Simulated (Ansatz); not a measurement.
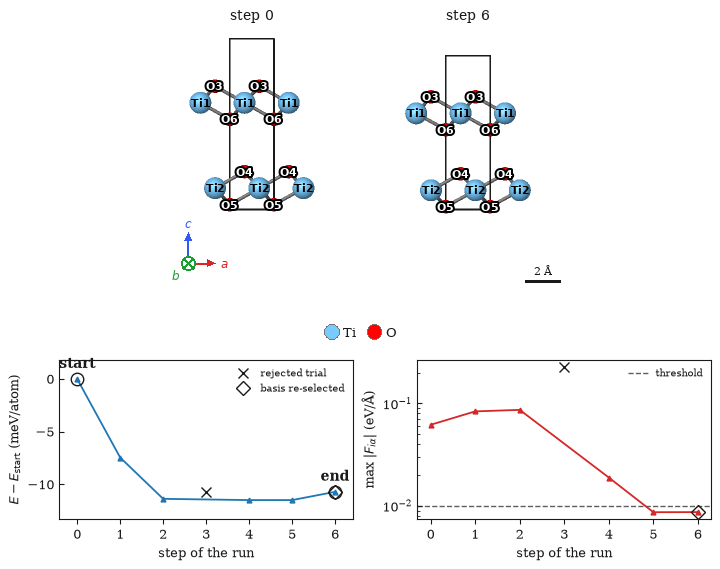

First and last geometry of a relaxation of crystalline TiO2 (built on the SnS2-186 type type), with the history of the run. The picture is a ball-and-stick view of the cell of the calculation, seen along the b axis.

These are results of Ansatz 0.2.0, DFT, r2SCAN+rVV10, plane waves, PAW, not measurements. Settings: plane-wave cutoff 500 eV; k-point mesh 12 × 12 × 2; occupations fermi dirac; smearing width 0.03 eV; no spin polarisation; cell and atoms relaxed; force threshold 0.01 eV/Å; at most 120 steps.

**Did the run converge, and what did it change?**

It converged. The largest moves relative to the cell, 0.089 Å, are those of O3 and O4. O3 goes along +c. By element the largest moves are O 0.089 Å, Ti 0.001 Å. Cell: a = b 2.959 → 2.972 Å (+0.4 %), c 9.897 → 8.920 Å (−9.9 %). Volume −9.1 %. Among the contacts that change: Ti1–Ti1 2.959 → 2.972 Å, Ti1–O3 1.960 → 1.964 Å. The space group stays P6_3mc (No. 186). Over 4 accepted moves (6 points after the start) the energy falls by 10.7 meV per atom. Largest force component: 0.062 eV/Å at the start, 0.0087 eV/Å at the end. The pressure goes from 0.49 to 0.01 GPa. The line search rejected the trial step at point 3 of the run. At 1 point the geometry stayed and the basis and grid were re-selected for the new cell (energy shift of 0.8 meV per atom at most each time). The run took 69 s on 2 threads of Intel(R) Xeon(R) Platinum 8488C (Sapphire Rapids), on a shared host, peak memory 0.66 GiB.
